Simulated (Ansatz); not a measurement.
**Geometry relaxation, with input and output: WS₄**

System: WS₄ (slab, 5 atoms in the cell).
Method: DFT PBEsol, scalar-relativistic, plane waves, PAW, no spin polarisation (Ansatz 0.2.0).

The structure derives from a Materials Project entry. The input holds or restrains some coordinates. Forces given for the steps count only the free coordinates. It belongs to a series of runs on one base structure; here: clean slab, lower half held.

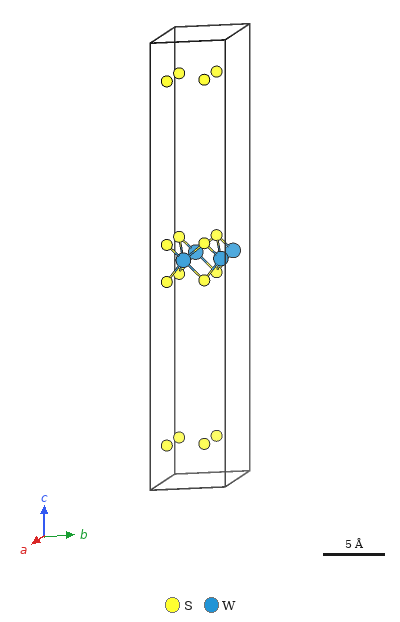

Fig. 1: The starting structure (ball-and-stick view of the 2 × 2 repeat of the cell, with the vacuum cut short, seen slightly off an axis). An atom can appear more than once, as a periodic image.

Input:
```yaml
crystal:
  lattice:
    - [3.1457762193, 0.0, 0.0]
    - [-1.5728881097, 2.7243221206, 0.0]
    - [0.0, 0.0, 47.7730412044]
  atoms:
    - { symbol: S, position: [0.6666666667, 0.3333333333, 0.1779246158] }
    - { symbol: S, position: [0.6666666667, 0.3333333333, 0.4672011572] }
    - { symbol: W, position: [0.3333333333, 0.6666666667, 0.5] }
    - { symbol: S, position: [0.6666666667, 0.3333333333, 0.5327988428] }
    - { symbol: S, position: [0.6666666667, 0.3333333333, 0.8220753842] }
basis:
  ecutwfc: 420
kpoints:
  mp_grid: { grid: [9, 9, 1] }
hamiltonian:
  xc: pbesol
scf:
  occupations: { method: gaussian, width: 0.05 }
output:
  forces: true
  eigenvalues: true
  write_density: true
  write_potential: true
  elf: true
  volumetric_format: npy
relax:
  adjacent_minimum: "off"
  f_tol: 0.03
  max_steps: 70
  constraints: [{ sites: [0, 1] }]
efield:
  axis: 3
  dipole_correction: true
  ramp_width: 0.04
```

Launched with:
```bash
ansatz run input.yaml --threads 2 --pin off --max-ram 5120MiB --backend cpu --events-out ev --progress --plain --runs-dir out
```

The program's output:
```
Engine: ansatz 0.2.0, x86_64-unknown-linux-gnu
Pseudopotentials: kind: paw
Pseudopotential: S, paw, valence charge 6, recommended cutoff 420 eV (normal), S.paw.azcp
Pseudopotential: W, paw, valence charge 14, recommended cutoff 420 eV (normal), W.paw.azcp
Functional definition: PBEsol
  exchange = pbesol_x
  correlation = pbesol_c
Crystal: 5 atoms, lattice volume = 409.420 Å³
Basis set: ecut = 420 eV, 7911 PW (Γ), exchange–correlation on 48×48×640 points (8 copies of the dense FFT grid, shifted against one another)
Bands: 24, of which v1, the nominal top of the filled ones, is band 19 counted from 1 (18 counted from 0)
Symmetry: 6 space group operations
k-points: 12 of 81 (time reversal used)
Non-local potential: S, projectors of the file, l = 0: 2, l = 1: 2, l = 2: 2
Non-local potential: W, projectors of the file, l = 0: 3, l = 1: 2, l = 2: 2, l = 3: 1
PAW form: soft (Blöchl's): semilocal exchange-correlation on the pseudo side does not see the compensation charge
PAW frozen core: S, regenerated for the run's functional, and the local potential with it (the file was generated under x = pbe(κ = 0.804, μ = 0.2195149727645171), c = pbe(β = 0.06672455060314922))
PAW frozen core: W, regenerated for the run's functional, and the local potential with it (the file was generated under x = pbe(κ = 0.804, μ = 0.2195149727645171), c = pbe(β = 0.06672455060314922))
PAW one-centre angular grid: S, 110 points (default); XC on 64 Gauss nodes
PAW one-centre angular grid: W, 590 points (default); XC on 64 Gauss nodes
Initial density: superposition of atomic densities (neutral atoms: chi_scale 0, normalization atom), corrected by the library's trained network
Initial wavefunctions: pseudopotential atomic-orbital guess
Functional: x = pbesol(κ = 0.804, μ = 0.12345679012345678), c = pbesol(β = 0.046)
SCF iter   1: F=—  HF=-13795.161889 eV  |F-HF|=—  |Δ(HF+E_count)|=         —  Δρ=1.80e-2  dr2=1.08e2  ethr=1.77e-3  p=0.000 e·Å  D=5.77e-14 V/Å  ΔV_dip=-0.00 eV  dr2_dipole=1.28e-7  V_vac-E_F(+/−)=6.93/6.93 eV  ⟨swp⟩=9.7  Hψ=1664  notcnv=0
efield: sawtooth ramp at fractional position 0.9800 (placed from the atoms, in the widest stretch of the axis that holds none; the zero of the levels goes with the place), width 0.0400; the density the first Hamiltonian is built on has a dipole p = 0.000 e·Å; the dipole correction subtracts the counter field D = 5.77e-14 V/Å, which shifts the + side's vacuum level by -0.00 eV against the − side's; the planar-averaged density in the ramp window peaks in size at 1.0e-5 e/Å³
preconditioner: auto → LDOS  [metal: Δε(μ)=0.018 eV  Ē_g=7.218 eV  σ=0.050 eV  W_gap=0.20  n_scr=26 (ndim 8)  ℏωp=10.1 eV  f_vac=0.681  D(μ)=12.39/eV (n_scr^D=76)  β→1.0]
SCF iter   2: F=—  HF=-13794.855987 eV  |F-HF|=—  |Δ(HF+E_count)|=   3.06e-1  Δρ=1.25e-2  dr2=1.11e1  ethr=1.77e-3  p=0.000 e·Å  D=1.28e-6 V/Å  ΔV_dip=-0.00 eV  dr2_dipole=9.31e-8  V_vac-E_F(+/−)=7.04/7.04 eV  ⟨swp⟩=2.0  Hψ=414  notcnv=0  defer=12
SCF iter   3: F=—  HF=-13794.741908 eV  |F-HF|=—  |Δ(HF+E_count)|=   1.14e-1  Δρ=5.08e-3  dr2=8.84e0  ethr=1.77e-3  p=0.000 e·Å  D=1.29e-6 V/Å  ΔV_dip=-0.00 eV  dr2_dipole=6.17e-7  V_vac-E_F(+/−)=7.03/7.03 eV  ⟨swp⟩=1.0  Hψ=276  notcnv=0  defer=12
SCF iter   4: F=—  HF=-13794.696718 eV  |F-HF|=—  |Δ(HF+E_count)|=   4.52e-2  Δρ=1.87e-3  dr2=8.91e-1  ethr=1.77e-3  p=0.000 e·Å  D=7.21e-7 V/Å  ΔV_dip=-0.00 eV  dr2_dipole=1.35e-6  V_vac-E_F(+/−)=7.05/7.05 eV  ⟨swp⟩=1.1  Hψ=331  notcnv=0  defer=9
SCF iter   5: F=—  HF=-13794.691466 eV  |F-HF|=—  |Δ(HF+E_count)|=   5.25e-3  Δρ=9.86e-4  dr2=2.25e-1  ethr=1.77e-3  p=0.000 e·Å  D=2.53e-7 V/Å  ΔV_dip=-0.00 eV  dr2_dipole=3.53e-7  V_vac-E_F(+/−)=7.04/7.04 eV  ⟨swp⟩=1.0  Hψ=331  notcnv=0  defer=3
SCF iter   6: F=—  HF=-13794.688245 eV  |F-HF|=—  |Δ(HF+E_count)|=   3.22e-3  Δρ=6.76e-4  dr2=7.65e-2  ethr=5.92e-4  p=-0.000 e·Å  D=-3.44e-7 V/Å  ΔV_dip=0.00 eV  dr2_dipole=4.40e-9  V_vac-E_F(+/−)=7.03/7.03 eV  ⟨swp⟩=1.0  Hψ=277  notcnv=0  defer=11
SCF iter   7: F=—  HF=-13794.687736 eV  |F-HF|=—  |Δ(HF+E_count)|=   5.09e-4  Δρ=5.88e-4  dr2=7.98e-2  ethr=2.01e-4  p=-0.000 e·Å  D=-2.11e-7 V/Å  ΔV_dip=0.00 eV  dr2_dipole=2.07e-9  V_vac-E_F(+/−)=7.03/7.03 eV  ⟨swp⟩=1.0  Hψ=277  notcnv=0  defer=11
SCF iter   8: F=—  HF=-13794.686903 eV  |F-HF|=—  |Δ(HF+E_count)|=   8.33e-4  Δρ=3.19e-4  dr2=2.39e-2  ethr=2.01e-4  p=-0.000 e·Å  D=-1.86e-7 V/Å  ΔV_dip=0.00 eV  dr2_dipole=1.11e-9  V_vac-E_F(+/−)=7.03/7.03 eV  ⟨swp⟩=1.0  Hψ=277  notcnv=0  defer=11
SCF iter   9: F=—  HF=-13794.686532 eV  |F-HF|=—  |Δ(HF+E_count)|=   3.71e-4  Δρ=9.69e-5  dr2=2.77e-4  ethr=6.28e-5  p=0.000 e·Å  D=5.22e-8 V/Å  ΔV_dip=-0.00 eV  dr2_dipole=6.23e-9  V_vac-E_F(+/−)=7.02/7.02 eV  ⟨swp⟩=1.0  Hψ=277  notcnv=0  defer=11
SCF iter  10: F=—  HF=-13794.686471 eV  |F-HF|=—  |Δ(HF+E_count)|=   6.14e-5  Δρ=1.17e-4  dr2=1.07e-3  ethr=7.29e-7  p=-0.000 e·Å  D=-1.53e-7 V/Å  ΔV_dip=0.00 eV  dr2_dipole=5.97e-8  V_vac-E_F(+/−)=7.02/7.02 eV  ⟨swp⟩=2.0  Hψ=408  notcnv=0  defer=11
SCF iter  11: F=—  HF=-13794.686452 eV  |F-HF|=—  |Δ(HF+E_count)|=   1.85e-5  Δρ=1.76e-5  dr2=5.04e-5  ethr=7.29e-7  p=0.000 e·Å  D=8.34e-8 V/Å  ΔV_dip=-0.00 eV  dr2_dipole=2.19e-8  V_vac-E_F(+/−)=7.02/7.02 eV  ⟨swp⟩=1.0  Hψ=277  notcnv=0  defer=11
SCF iter  12: F=-13794.686447 eV  HF=-13794.686452 eV  |F-HF|=4.68e-6  |Δ(HF+E_count)|=   7.08e-7  Δρ=5.99e-6  dr2=4.72e-6  ethr=5.92e-8  p=-0.000 e·Å  D=-1.07e-7 V/Å  ΔV_dip=0.00 eV  dr2_dipole=3.88e-8  V_vac-E_F(+/−)=7.02/7.02 eV  ⟨swp⟩=16.8  Hψ=2738  notcnv=0
SCF 1 converged in 12 iterations: F = -13794.686447 eV  dr2 = 4.72e-6
  greatest PAW one-centre occupation: 1.000 electrons in one spin orbital (limit 2), on the W atom at site 2 (counted from 0), in its partial waves of l = 0
relax step   1: F+E_penalty+E_count = -13794.68644686 eV  Δ(F+E_penalty+E_count) = +0.000e0 eV  max|allowed force component| = 7.961e-3 eV/Å  Δτ_max = 0.0000 Å  (12 SCF iters, dr2 threshold 2.25e-5 eV, accepted)
Initial density: handed on by an earlier stage of this run
Initial wavefunctions: those handed on with the density
iter 1 solved again at ethr=1.23e-8 eV; its pass at ethr=3.10e-3 eV (dr2=4.68e-6 eV) is discarded
SCF iter   1: F=—  HF=-13794.686461 eV  |F-HF|=—  |Δ(HF+E_count)|=         —  Δρ=6.05e-6  dr2=4.67e-6  ethr=1.23e-8  p=-0.000 e·Å  D=-1.07e-7 V/Å  ΔV_dip=0.00 eV  dr2_dipole=3.84e-8  V_vac-E_F(+/−)=7.02/7.02 eV  ⟨swp⟩=1.0  Hψ=864  notcnv=0
efield: sawtooth ramp at fractional position 0.9800 (handed on by an earlier solve), width 0.0400; the density the first Hamiltonian is built on has a dipole p = -0.000 e·Å; the dipole correction subtracts the counter field D = -1.07e-7 V/Å, which shifts the + side's vacuum level by +0.00 eV against the − side's; the planar-averaged density in the ramp window peaks in size at 6.7e-7 e/Å³
preconditioner: auto → LDOS  [metal: Δε(μ)=0.041 eV  Ē_g=7.201 eV  σ=0.050 eV  W_gap=0.44  n_scr=26 (ndim 8)  ℏωp=10.1 eV  f_vac=0.680  D(μ)=13.05/eV (n_scr^D=102)  β→1.0]
SCF iter   2: F=—  HF=-13794.686452 eV  |F-HF|=—  |Δ(HF+E_count)|=   9.35e-6  Δρ=5.90e-6  dr2=6.17e-7  ethr=1.23e-8  p=0.000 e·Å  D=1.83e-7 V/Å  ΔV_dip=-0.00 eV  dr2_dipole=1.53e-7  V_vac-E_F(+/−)=7.02/7.02 eV  ⟨swp⟩=1.3  Hψ=288  notcnv=0
SCF iter   3: F=—  HF=-13794.686452 eV  |F-HF|=—  |Δ(HF+E_count)|=   2.52e-8  Δρ=4.41e-6  dr2=3.65e-7  ethr=2.63e-10  p=-0.000 e·Å  D=-1.36e-7 V/Å  ΔV_dip=0.00 eV  dr2_dipole=5.17e-8  V_vac-E_F(+/−)=7.02/7.02 eV  ⟨swp⟩=12.2  Hψ=2381  notcnv=0
SCF iter   4: F=-13794.686451 eV  HF=-13794.686451 eV  |F-HF|=3.27e-8  |Δ(HF+E_count)|=   3.11e-8  Δρ=1.23e-6  dr2=2.99e-8  ethr=2.63e-10  p=-0.000 e·Å  D=-6.54e-8 V/Å  ΔV_dip=0.00 eV  dr2_dipole=7.74e-9  V_vac-E_F(+/−)=7.02/7.02 eV  ⟨swp⟩=9.4  Hψ=2234  notcnv=0
SCF 2 converged in 4 iterations: F = -13794.686451 eV  dr2 = 2.99e-8
relax step   2: F+E_penalty+E_count = -13794.68645145 eV  Δ(F+E_penalty+E_count) = -4.585e-6 eV  max|allowed force component| = 8.269e-3 eV/Å  Δτ_max = 0.0000 Å  (4 SCF iters, accepted)
```

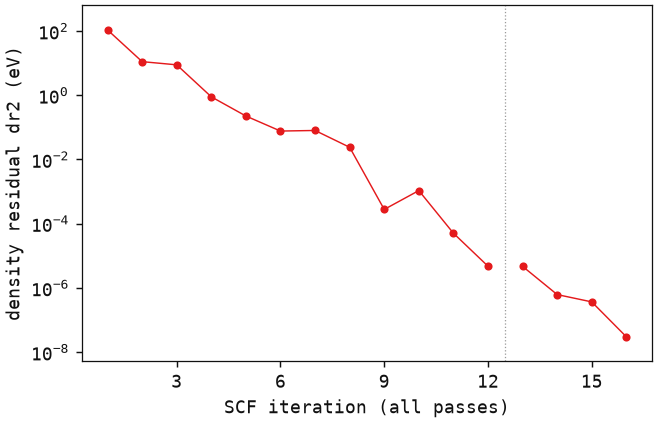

Fig. 2: Convergence of the self-consistent field: density residual dr2 against the SCF iteration. The dotted lines part the SCF passes of the relaxation: geometry steps, rejected trials and re-solves on a re-selected basis. The passes take 12 and 4 iterations.

```
WARN: The output density's exchange-correlation potential varies sharply where the density is thin. Do not read a vacuum level from v_tot or v_xc, or from such a field of the output density. On a cell that repeats whose density bears no net charge and no dipole along the vacuum's axis use v_es (v_loc + v_h of the components); under efield.dipole_correction with no amplitude use v_es + v_field, which holds any external_charges[].barrier, or the levels of the report's work_function block, which leave it out; under a non-zero efield.amplitude the vacuum is tilted and has no level; on a cell that repeats and bears such a dipole with no correction it is tilted too, and efield.dipole_correction with no amplitude gives each side of its ramp a level where efield: is served; in a cell that repeats whose density bears a net charge (total_charge, or a fill off its count) it is curved and has none; of a slab under crystal.periodic whose density bears no net charge use v_es, which has a level on each side, short of where the two are joined; of another it falls or rises all the way out and has none; of a slab beside external_charges read slab_vacuum_level instead, which it has where they leave it neutral. The grid or the basis barely resolves most such structure, and the values can differ between equally converged runs; as a rule a tighter scf.convergence.dr2_threshold does not remove it. Where the density itself ripples (under the LDA too) a higher basis.ecutwfc lessens it. The files hold the spikes' plane waves up to the density's cutoff. Files: v_tot_of_output_density and the like, and their columns of v_z.tsv (output.write_potential); v_xc_of_output_density and the like, and their columns of v_comp_z.tsv (output.write_potential_components). Measured: with its Gaussian average of σ = 0.25 Å subtracted twice, the exchange-correlation potential is over 0.1 eV at 2 of the grid points where the equally averaged density (valence and model cores) is under 1e-3 e/Å³, and 0.102 eV at the most among them, at an averaged density of 1.1e-8 e/Å³. See output.write_potential in the manual, Limitations
SCF converged after 4 iterations
Free energy (F): -13794.686451 eV
Harris-Foulkes:  -13794.686451 eV  (|F-HF|=3.27e-8)
Internal energy: -13794.670127 eV  (E = F + TS)
E sigma→0 (E₀):  -13794.678289 eV
Entropy (-TS):   -0.016325 eV (-3.265 meV/atom)
Fermi energy:    -3.202997 eV
Dipole field:    D = -0.000083 V/Å  (p = -0.000187 e·Å, saw-weighted, corrected)
Work function:   Φ+ = 7.0211 eV   Φ− = 7.0171 eV
Levels:          The Fermi level and band energies are counted from a zero that moves with the ramp; work functions are not
--- Per-component energies (eV) ---
  E_band       = -651.879353
  E_kinetic    = 864.099629
  E_local      = -36040.755939  (includes V_loc(G=0)·N_el)
  E_nonlocal   = 118.614870
  E_hartree    = 17565.370192
  E_xc         = -641.841498
  E_vxc        = -577.599407  (∫ρ·V_xc dr)
  E_paw        = -10772.172998  (= ΣΔE_a)
  E_vpaw       = -146.953215  (= ΣTr[D̂ρ^β])
  E_aug_tail   = -0.000062  (compensation charges beyond the density's cutoff)
  E_efield     = 0.000000  (sawtooth field / dipole correction)
  E_vefield    = 0.000000  (∫n·V_field dr)
  E_ewald      = 15111.546090
  E_core_change = 0.469589  (= ΣΔE_core)
  E_smearing   = -0.016325  (= −TS)
  E_closure    = -0.000000  (closes the sum)
  Σ components = -13794.686451   (vs F -13794.686451, Δ=0.00e0)
--- Forces (eV/Å), atoms counted from 1 ---
  atom   1  S      0.00000000    -0.00000000     0.00029729
  atom   2  S     -0.00000000    -0.00000000    -0.00826913
  atom   3  W      0.00000000     0.00000000    -0.00000012
  atom   4  S      0.00000000     0.00000000     0.00826917
  atom   5  S     -0.00000000     0.00000000    -0.00029738
  max |Σ_I F_I| component: 1.73e-7 eV/Å
--- Band table (eV; the first three rows and the last of 12) ---
  k-point 0: bands = ["-77.0764", "-41.3875", "-41.1946", "-41.1946", "-18.1196", "-16.4158", "-15.5366", "-15.5366", "-9.7161", "-6.0855", "-6.0855", "-5.3882", "-4.8700", "-4.8700", "-4.7960", "-4.7960", "-3.3405", "-1.3253", "-1.3253", "-1.3253", "-1.3253", "-0.2355", "-0.2355", "-0.0575"]
  k-point 1: bands = ["-77.0741", "-41.3792", "-41.2404", "-41.2052", "-17.9063", "-16.3380", "-15.3858", "-15.3858", "-9.4660", "-6.6037", "-6.0014", "-5.8759", "-5.1152", "-4.7237", "-4.7237", "-4.5620", "-3.4437", "-2.1174", "-2.1174", "-1.5001", "-1.5001", "-0.5372", "-0.3806", "-0.2428"]
  k-point 2: bands = ["-77.0681", "-41.3580", "-41.3548", "-41.2319", "-17.3241", "-16.1270", "-14.9645", "-14.9644", "-8.9013", "-7.5808", "-6.9338", "-5.7526", "-5.3401", "-4.7678", "-4.3181", "-4.3181", "-3.9652", "-3.7818", "-3.7818", "-1.8984", "-1.8984", "-0.9210", "-0.5444", "-0.1278"]
  k-point 11: bands = ["-77.0538", "-41.4794", "-41.4415", "-41.3069", "-15.5083", "-15.4440", "-13.5951", "-13.5951", "-9.1545", "-8.6961", "-7.8264", "-7.1166", "-6.5278", "-5.6142", "-5.4335", "-5.4335", "-5.4335", "-5.4335", "-3.2309", "-3.0561", "-3.0561", "-1.2952", "0.0868", "0.9394"]
--- Relaxed structure (2 steps of the walk, 2 accepted, 0 SCFs on fresh bases) ---
  F+E_penalty+E_count = -13794.68645145 eV   max|allowed force component| = 8.269e-3 eV/Å
  atoms:
    - { symbol: S, position: [0.6666666666666667, 0.33333333333333337, 0.17792461580000005] }
    - { symbol: S, position: [0.6666666666666667, 0.33333333333333337, 0.4672011572000001] }
    - { symbol: W, position: [0.3333333333333334, 0.6666666666666667, 0.5000000000000001] }
    - { symbol: S, position: [0.6666666666666667, 0.33333333333333337, 0.5327988428000001] }
    - { symbol: S, position: [0.6666666666666667, 0.33333333333333337, 0.8220753842000003] }
```

Trajectory as extended XYZ (Å, eV, eV/Å), 2 frames, from step=1 to step=2:
```
5
Lattice="3.1458 0.0000 0.0000 -1.5729 2.7243 0.0000 0.0000 0.0000 47.7730" Properties=species:S:1:pos:R:3:forces:R:3 step=1 energy=-13794.68645
S     1.5729    0.9081    8.5000    0.0000   0.0000   0.0003
S     1.5729    0.9081   22.3196    0.0000   0.0000  -0.0080
W     0.0000    1.8162   23.8865    0.0000   0.0000   0.0000
S     1.5729    0.9081   25.4534    0.0000   0.0000   0.0080
S     1.5729    0.9081   39.2730    0.0000   0.0000  -0.0003
5
Lattice="3.1458 0.0000 0.0000 -1.5729 2.7243 0.0000 0.0000 0.0000 47.7730" Properties=species:S:1:pos:R:3:forces:R:3 step=2 energy=-13794.68645
S     1.5729    0.9081    8.5000    0.0000   0.0000   0.0003
S     1.5729    0.9081   22.3196    0.0000   0.0000  -0.0083
W     0.0000    1.8162   23.8865    0.0000   0.0000   0.0000
S     1.5729    0.9081   25.4534    0.0000   0.0000   0.0083
S     1.5729    0.9081   39.2730    0.0000   0.0000  -0.0003
```

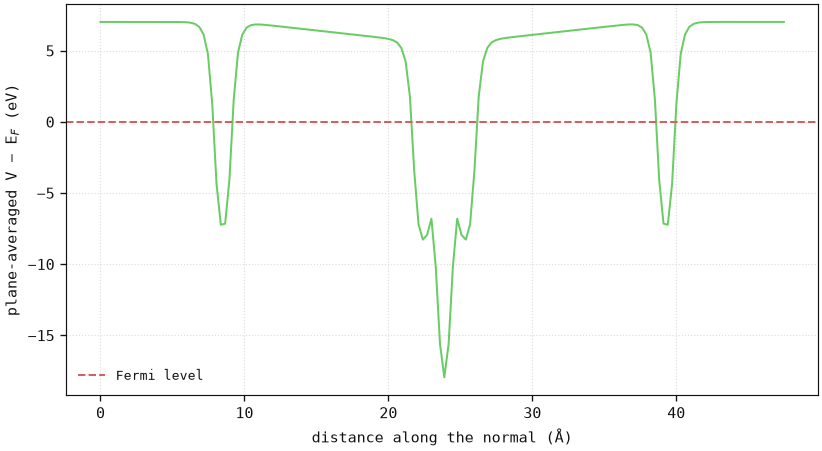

Fig. 3: Plane average of the electrostatic potential energy of an electron across the cell, from the Fermi level. The vacuum level lies 7.02 eV above the Fermi level.

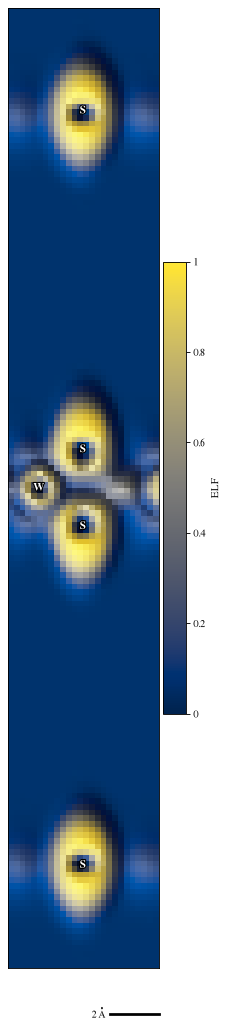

Fig. 4: Electron localisation function on the (110) plane of the calculation cell, a cut from vacuum to vacuum. W–S (2.40 Å): the ELF is about 0.50 at the midpoint. The strong features right at W lie inside the PAW spheres (semicore, d or f shells) and say nothing about bonding. In a PAW calculation such maps are meaningful between the atoms, not at the nuclei.

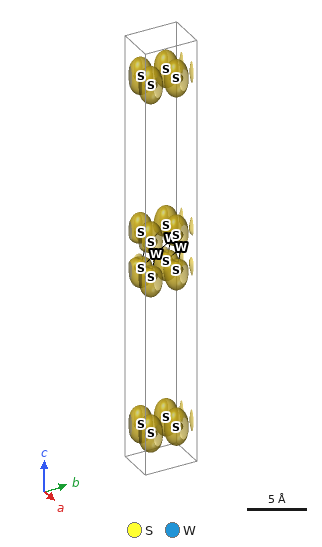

Fig. 5: Isosurface of the electron localisation function at 0.7 (yellow), seen slightly off an axis. Only the valence region is drawn (cores and ρ < 0.01 e/Å³ removed). Sticks mark near contacts. Along the contacts the grid gives the following. W–S (2.40 Å): the ELF is about 0.50 at the midpoint.

Key numbers:

```csv
quantity,value
outcome,converged under the restraints of the input
electrons treated,38
free energy,−13794.6865 eV
"work function, top face",7.02 eV
"work function, bottom face",7.02 eV
Fermi energy,−3.203 eV
gap on the k-point mesh,none (metallic)
final volume,409.42 Å³
work function (upper face),7.02 eV
"largest force (length of the vector) at the end, held atoms and coordinates included",0.008 eV/Å
hardware,"2 threads of AMD EPYC (Zen 5), 32 GiB of memory available, shared host"
wall time,5 s (CPU time 9.6 s)
peak memory,0.65 GiB
```

Remarks:

Warnings of the run: the exchange-correlation potential is rough where the density is thin. Spin–orbit coupling is left out, which matters for W.
